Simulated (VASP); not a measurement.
# Coverage series on NbN(001), part 2 of 3

How do binding energy and the level below the vacuum change as the layer fills? Model: NbN(001), 2 x 2, four layers.

VASP 6.6.1, plane waves and PAW; the level of theory is named at each step.

So far: Set-up; Potential of the state, PBEsol.

## Step 3: Relax the state, PBEsol

State “2 of 4 Nb sites hold H”: the free atoms relax, with the lowest layers held.

Level: PBEsol; plane waves and PAW (Nb_sv, N, H).

System, named by how it was started: H on NbN(001). The cell holds 34 atoms: 16 Nb, 16 N and 2 H. Its edges and angles: a = 6.208 Å, b = 6.208 Å, c = 24.335 Å, α = 90.0°, β = 90.0°, γ = 90.0°. It derives from NbN. Vacuum lies along c.

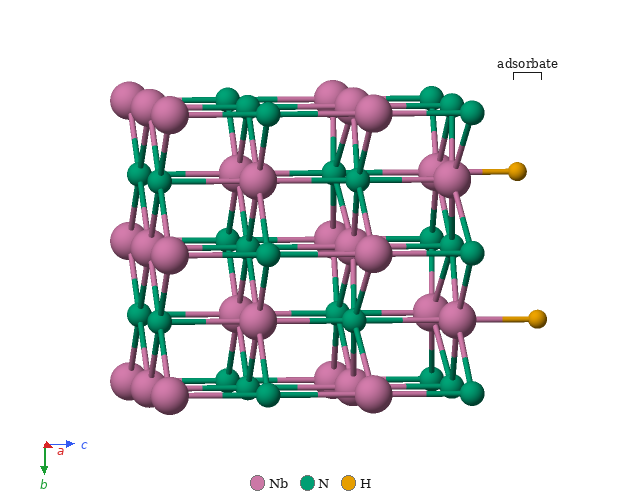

The cell at the end of this step (niobium pink, nitrogen teal, hydrogen orange). Some periodic images of atoms are drawn too.

The input, INCAR:

```
SYSTEM = Nb8HN8
PREC = Normal
ENCUT = 400
EDIFF = 1E-05
NELM = 120
ISMEAR = 1
SIGMA = 0.1
LREAL = Auto
ALGO = Fast
GGA = PS
NBANDS = 168
LASPH = .TRUE.
LORBIT = 11
LWAVE = .FALSE.
LCHARG = .FALSE.
KPAR = 4
NCORE = 2
IBRION = 2
NSW = 80
ISIF = 2
EDIFFG = -0.04
POTIM = 0.4
MAXMIX = 40
IDIPOL = 3
LDIPOL = .TRUE.
DIPOL = 0.5 0.5 0.476
ISYM = 2
```

The input, POSCAR:

```
Nb8HN8
1.0
    6.2083975390      0.0000000000      0.0000000000
    0.0000000000      6.2083975390      0.0000000000
    0.0000000000      0.0000000000     24.3350000000
Nb N H
16 16 2
Selective dynamics
Direct
    0.0000000000      0.0000000000      0.3287446070  F F F
    0.0000000000      0.5000000000      0.3287446070  F F F
    0.5000000000      0.0000000000      0.3287446070  F F F
    0.5000000000      0.5000000000      0.3287446070  F F F
    0.2500000000      0.2500000000      0.4189439080  F F F
    0.2500000000      0.7500000000      0.4189439080  F F F
    0.7500000000      0.2500000000      0.4189439080  F F F
    0.7500000000      0.7500000000      0.4189439080  F F F
    0.0000000000      0.0000000000      0.5091432090  T T T
    0.0000000000      0.5000000000      0.5091432090  T T T
    0.5000000000      0.0000000000      0.5091432090  T T T
    0.5000000000      0.5000000000      0.5091432090  T T T
    0.2500000000      0.2500000000      0.5993425110  T T T
    0.2500000000      0.7500000000      0.5993425110  T T T
    0.7500000000      0.2500000000      0.5993425110  T T T
    0.7500000000      0.7500000000      0.5993425110  T T T
    0.2500000000      0.2500000000      0.3287446070  F F F
    0.2500000000      0.7500000000      0.3287446070  F F F
    0.7500000000      0.2500000000      0.3287446070  F F F
    0.7500000000      0.7500000000      0.3287446070  F F F
    0.0000000000      0.0000000000      0.4189439080  F F F
    0.0000000000      0.5000000000      0.4189439080  F F F
    0.5000000000      0.0000000000      0.4189439080  F F F
    0.5000000000      0.5000000000      0.4189439080  F F F
    0.2500000000      0.2500000000      0.5091432090  T T T
    0.2500000000      0.7500000000      0.5091432090  T T T
    0.7500000000      0.2500000000      0.5091432090  T T T
    0.7500000000      0.7500000000      0.5091432090  T T T
    0.0000000000      0.0000000000      0.5993425110  T T T
    0.0000000000      0.5000000000      0.5993425110  T T T
    0.5000000000      0.0000000000      0.5993425110  T T T
    0.5000000000      0.5000000000      0.5993425110  T T T
    0.2500000000      0.2500000000      0.6712553930  T T T
    0.7500000000      0.7500000000      0.6712553930  T T T
```

The input, KPOINTS:

```
Automatic mesh
0
Gamma
4 4 1
0 0 0
```

Potentials, in the order of the species: Nb_sv, N and H (PBE family, release 64).

Run with:

```console
mpirun -np 8 vasp_std
```

The log of the run:

```text
[banner, memory and clock lines left out]
running    8 mpi-ranks, on    1 nodes
[...]
[... a notice as in an earlier step ...]

 LDA part: xc-table for (Slater+PW92), standard interpolation
 POSCAR, INCAR and KPOINTS ok, starting setup
[...]
entering main loop
       N       E                     dE             d eps       ncg     rms          rms(c)
DAV:   1     0.299721880722E+04    0.29972E+04   -0.14343E+05  2440   0.133E+03
DAV:   2    -0.680452829284E+02   -0.30653E+04   -0.30025E+04  2576   0.531E+02
DAV:   3    -0.370867184767E+03   -0.30282E+03   -0.29745E+03  2696   0.135E+02
DAV:   4    -0.404405267969E+03   -0.33538E+02   -0.33263E+02  3832   0.452E+01
[...]
RMM:  10    -0.348452233502E+03    0.13629E+01   -0.43499E+00  2972   0.439E+00    0.342E+00
RMM:  11    -0.348159754116E+03    0.29248E+00   -0.21180E+00  3128   0.276E+00    0.154E+00
RMM:  12    -0.348283199967E+03   -0.12345E+00   -0.16118E+00  3447   0.184E+00    0.115E+00
WARNING in EDDRMM: call to ZHEGV failed, returncode =   6  3     72
RMM:  13    -0.348333711887E+03   -0.50512E-01   -0.69081E-01  3247   0.149E+00    0.425E-01
RMM:  14    -0.348396934858E+03   -0.63223E-01   -0.64837E-01  3487   0.106E+00    0.422E-01
RMM:  15    -0.348420023372E+03   -0.23089E-01   -0.28796E-01  3552   0.759E-01    0.282E-01
RMM:  16    -0.348447403772E+03   -0.27380E-01   -0.27084E-01  3636   0.579E-01    0.261E-01
[...]
RMM:  23    -0.348504077008E+03   -0.27936E-02   -0.28166E-02  3197   0.141E-01    0.518E-02
RMM:  24    -0.348506582305E+03   -0.25053E-02   -0.24629E-02  3102   0.119E-01    0.870E-02
RMM:  25    -0.348508356929E+03   -0.17746E-02   -0.17934E-02  3018   0.100E-01    0.103E-01
WARNING in EDDRMM: call to ZHEGV failed, returncode =   6  3    129
RMM:  26    -0.348509904063E+03   -0.15471E-02   -0.15645E-02  2917   0.850E-02    0.114E-01
RMM:  27    -0.348511205710E+03   -0.13016E-02   -0.12137E-02  3037   0.768E-02    0.153E-01
RMM:  28    -0.348512223178E+03   -0.10175E-02   -0.10327E-02  2690   0.633E-02    0.164E-01
RMM:  29    -0.348512988796E+03   -0.76562E-03   -0.83187E-03  2605   0.554E-02    0.150E-01
RMM:  30    -0.348513442258E+03   -0.45346E-03   -0.64585E-03  3125   0.625E-02    0.921E-02
WARNING in EDDRMM: call to ZHEGV failed, returncode =   6  3     82
RMM:  31    -0.348513990385E+03   -0.54813E-03   -0.54636E-03  2362   0.445E-02    0.932E-02
RMM:  32    -0.348514440221E+03   -0.44984E-03   -0.44164E-03  2110   0.354E-02    0.102E-01
RMM:  33    -0.348514813787E+03   -0.37357E-03   -0.37518E-03  2014   0.305E-02    0.106E-01
RMM:  34    -0.348515060081E+03   -0.24629E-03   -0.29401E-03  2194   0.307E-02    0.891E-02
[...]
RMM:  43    -0.348516294564E+03   -0.68289E-04   -0.69418E-04  1157   0.102E-02    0.640E-02
[...]
WARNING in EDDRMM: call to ZHEGV failed, returncode =   8  4     84
WARNING in EDDRMM: call to ZHEGV failed, returncode =   6  3    110
[...]
WARNING in EDDRMM: call to ZHEGV failed, returncode =   6  3    117
[...]
WARNING in EDDRMM: call to ZHEGV failed, returncode =   6  3     96
[...]
WARNING in EDDRMM: call to ZHEGV failed, returncode =   6  3     70
[...]
WARNING in EDDRMM: call to ZHEGV failed, returncode =   8  4     87
[...]
WARNING in EDDRMM: call to ZHEGV failed, returncode =   6  3     76
   6 F= -.34943940E+03 E0= -.34943846E+03  d E =-.365341E-01
[...]
WARNING in EDDRMM: call to ZHEGV failed, returncode =   8  4    109
[...]
WARNING in EDDRMM: call to ZHEGV failed, returncode =   8  4    122
[...]
WARNING in EDDRMM: call to ZHEGV failed, returncode =   6  3     97
   7 F= -.34944493E+03 E0= -.34944425E+03  d E =-.420648E-01
[...]
WARNING in EDDRMM: call to ZHEGV failed, returncode =   6  3     84
[...]
WARNING in EDDRMM: call to ZHEGV failed, returncode =   6  3     96
[...]
WARNING in EDDRMM: call to ZHEGV failed, returncode =   8  4     70
WARNING in EDDRMM: call to ZHEGV failed, returncode =   6  3     86
[...]
WARNING in EDDRMM: call to ZHEGV failed, returncode =   8  4    112
WARNING in EDDRMM: call to ZHEGV failed, returncode =   6  3    122
[...]
WARNING in EDDRMM: call to ZHEGV failed, returncode =   6  3     91
   8 F= -.34947140E+03 E0= -.34946950E+03  d E =-.264713E-01
[...]
WARNING in EDDRMM: call to ZHEGV failed, returncode =   6  3     95
[...]
WARNING in EDDRMM: call to ZHEGV failed, returncode =   6  3    113
[...]
WARNING in EDDRMM: call to ZHEGV failed, returncode =   6  3    118
   9 F= -.34947736E+03 E0= -.34947408E+03  d E =-.324326E-01
[...]
WARNING in EDDRMM: call to ZHEGV failed, returncode =   8  4    120
[...]
WARNING in EDDRMM: call to ZHEGV failed, returncode =   8  4    128
  10 F= -.34949552E+03 E0= -.34949129E+03  d E =-.181578E-01
[...]
WARNING in EDDRMM: call to ZHEGV failed, returncode =   6  3     87
WARNING in EDDRMM: call to ZHEGV failed, returncode =   8  4    125
[...]
WARNING in EDDRMM: call to ZHEGV failed, returncode =   6  3     97
WARNING in EDDRMM: call to ZHEGV failed, returncode =   6  3    120
  11 F= -.34949920E+03 E0= -.34949419E+03  d E =-.218401E-01
[...]
WARNING in EDDRMM: call to ZHEGV failed, returncode =   6  3    140
[...]
WARNING in EDDRMM: call to ZHEGV failed, returncode =   6  3    119
[...]
WARNING in EDDRMM: call to ZHEGV failed, returncode =   6  3    108
[...]
WARNING in EDDRMM: call to ZHEGV failed, returncode =   6  3    124
[...]
WARNING in EDDRMM: call to ZHEGV failed, returncode =   6  3    126
  12 F= -.34950179E+03 E0= -.34949671E+03  d E =-.258542E-02
  13 F= -.34950311E+03 E0= -.34949807E+03  d E =-.391008E-02
  14 F= -.34950311E+03 E0= -.34949807E+03  d E =-.391012E-02
  15 F= -.34950425E+03 E0= -.34949924E+03  d E =-.113443E-02
  16 F= -.34950442E+03 E0= -.34949941E+03  d E =-.130924E-02
[...]
reached required accuracy - stopping structural energy minimisation
```

Run time: 18 min. Hardware: 8 MPI ranks of AMD EPYC 7R43, shared host; peak memory 3.2 GiB.

Parts of OUTCAR (step 3):

```text
  LATTYP: Found a simple tetragonal cell.
 ALAT       =     6.2083975390
 C/A-ratio  =     3.9196910068

 Subroutine GETGRP returns: Found  8 space group operations
 (whereof  4 operations were pure point group operations)

The static configuration has the point symmetry C_2v.
 The point group associated with its full space group is C_4v.

 Found      6 irreducible k-points:

   dimension x,y,z NGX =    30 NGY =   30 NGZ =  120
   dimension x,y,z NGXF=    60 NGYF=   60 NGZF=  240

   ENCUT  =  400.0 eV  29.40 Ry    5.42 a.u.  10.12 10.12 39.68*2*pi/ulx,y,z

   NELECT =     290.0000    total number of electrons

 dipolmoment           0.000000      0.000000      0.438749 electrons x Angstroem

 E-fermi :   2.3433

 k-point     1 :       0.0000    0.0000    0.0000
  band No.  band energies     occupation
    ...
    137       0.5466      2.00000
    138       0.5466      2.00000
    139       1.3564      2.00000
    140       1.3564      2.00000
    141       2.1885      2.05093
    142       2.4703     -0.07033
    143       2.6101     -0.00106
    144       2.6101     -0.00106
    145       2.6593     -0.00007
    146       2.6593     -0.00007
    ...

 k-point     2 :       0.2500    0.0000    0.0000
  band No.  band energies     occupation
    ...
    140       1.3719      2.00000
    141       1.6119      2.00000
    142       1.6122      2.00000
    143       2.1636      2.02907
    144       2.2686      1.95044
    145       2.4129      0.08269
    146       2.5256     -0.02712
    147       2.5523     -0.01181
    148       2.5943     -0.00221
    149       2.6328     -0.00033
    ...

  Total      -48.6469392    -48.6469392    -18.1812182      0.0000000      0.0000000      0.0000000
  in kB      -83.0951577    -83.0951577    -31.0558324      0.0000000      0.0000000      0.0000000
  external PRESSURE =     -65.7487159 kB  Pullay stress =       0.0000000 kB

  energy-cutoff  :      400.00
  volume of cell :      937.97
      direct lattice vectors                 reciprocal lattice vectors
     6.208397539  0.000000000  0.000000000     0.161072160  0.000000000  0.000000000
     0.000000000  6.208397539  0.000000000     0.000000000  0.161072160  0.000000000
     0.000000000  0.000000000 24.335000000     0.000000000  0.000000000  0.041093076

 POSITION                                       TOTAL-FORCE (eV/Angst)
 -----------------------------------------------------------------------------------
      0.00000      0.00000      8.00000         0.000000     -0.000000      2.705963
      0.00000      3.10420      8.00000         0.000000     -0.000000      2.705963
      3.10420      0.00000      8.00000         0.000000     -0.000000      2.705963
      3.10420      3.10420      8.00000         0.000000     -0.000000      2.705963
      1.55210      1.55210     10.19500        -0.000000      0.000000     -0.772719
      1.55210      4.65630     10.19500         0.000000     -0.000000     -0.833689
      4.65630      1.55210     10.19500        -0.000000     -0.000000     -0.833689
      4.65630      4.65630     10.19500         0.000000     -0.000000     -0.772719
      0.00000      6.20840     12.54555         0.000000     -0.000000      0.033785
      0.00000      3.10420     12.54555         0.000000     -0.000000      0.033785
      3.10420      0.00000     12.54555         0.000000      0.000000      0.033785
      3.10420      3.10420     12.54555         0.000000     -0.000000      0.033785
      1.55210      1.55210     14.64275         0.000000     -0.000000      0.028300
      1.55210      4.65630     14.52642         0.000000     -0.000000     -0.012899
      4.65630      1.55210     14.52642         0.000000     -0.000000     -0.012899
      4.65630      4.65630     14.64275         0.000000     -0.000000      0.028300
      1.55210      1.55210      8.00000         0.000000     -0.000000     -1.806404
      1.55210      4.65630      8.00000         0.000000     -0.000000     -1.553351
      4.65630      1.55210      8.00000         0.000000     -0.000000     -1.553351
      4.65630      4.65630      8.00000         0.000000     -0.000000     -1.806404
      0.00000      0.00000     10.19500         0.000000     -0.000000     -0.249068
      0.00000      3.10420     10.19500         0.000000     -0.000000     -0.249068
      3.10420      0.00000     10.19500         0.000000     -0.000000     -0.249068
      3.10420      3.10420     10.19500         0.000000     -0.000000     -0.249068
      1.55210      1.55210     12.33937         0.000000     -0.000000     -0.026915
      1.55210      4.65630     12.42140         0.000000     -0.000000     -0.009285
      4.65630      1.55210     12.42140         0.000000      0.000000     -0.009285
      4.65630      4.65630     12.33937         0.000000      0.000000     -0.026915
      6.20840      0.00000     14.74917         0.000000      0.000000      0.002466
      6.20840      3.10420     14.74917         0.000000     -0.000000      0.002466
      3.10420      6.20840     14.74917         0.000000     -0.000000      0.002466
      3.10420      3.10420     14.74917         0.000000     -0.000000      0.002466
      1.55210      1.55210     16.43434         0.000000     -0.000000      0.000668
      4.65630      4.65630     16.43434         0.000000     -0.000000      0.000668
 -----------------------------------------------------------------------------------
    total drift:                                0.000000      0.000000     -0.071594

  FREE ENERGIE OF THE ION-ELECTRON SYSTEM (eV)
  ---------------------------------------------------
  free  energy   TOTEN  =      -349.5044207588 eV

  energy  without entropy=     -349.4893967949  energy(sigma->0) =     -349.49941277

 reached required accuracy - stopping structural energy minimisation

 vacuum level on the upper side and lower side of the slab         7.227         5.190

 total charge
# of ion       s       p       d       tot
------------------------------------------
    1        2.147   6.028   2.413  10.588
    2        2.147   6.028   2.413  10.588
    3        2.147   6.028   2.413  10.588
    4        2.147   6.028   2.413  10.588
    5        2.154   6.062   2.435  10.651
    6        2.149   6.055   2.434  10.638
    7        2.149   6.055   2.434  10.638
    8        2.154   6.062   2.435  10.651
    9        2.147   6.049   2.474  10.671
   10        2.147   6.049   2.474  10.671
   11        2.147   6.049   2.474  10.671
   12        2.147   6.049   2.474  10.671
   13        2.173   6.057   2.363  10.593
   14        2.149   6.038   2.424  10.612
   15        2.149   6.038   2.424  10.612
   16        2.173   6.057   2.363  10.593
   17        1.253   2.387   0.000   3.640
   18        1.252   2.388   0.000   3.640
   19        1.252   2.388   0.000   3.640
   20        1.253   2.387   0.000   3.640
   21        1.246   2.426   0.000   3.672
   22        1.246   2.426   0.000   3.672
   23        1.246   2.426   0.000   3.672
   24        1.246   2.426   0.000   3.672
   25        1.250   2.434   0.000   3.684
   26        1.247   2.453   0.000   3.700
   27        1.247   2.453   0.000   3.700
   28        1.250   2.434   0.000   3.684
   29        1.257   2.370   0.000   3.628
   30        1.257   2.370   0.000   3.628
   31        1.257   2.370   0.000   3.628
   32        1.257   2.370   0.000   3.628
   33        0.526   0.007   0.000   0.534
   34        0.526   0.007   0.000   0.534
--------------------------------------------------
tot         55.494 135.261  38.864 229.618

[... 1 part as in an earlier step ...]

[... 7 further parts left out ...]
```

Read from the output:

```
energy(sigma→0) of the program : -349.4994 eV
ionic steps                    : 16
```

[end of part 2 of 3]

[Lines on the potential files, build, host, timing and source positions are cut from VASP's logs without a mark.]

[Logs are printed without paths, hosts, clocks, repeated set-up lines and the standing remarks that a program may print on its own settings, such as how far it seeks lower states.]

[Hosts, paths, dates, database ids (printed as entryN), source tags and the programs' standing remarks are cut or masked in the printed files.]
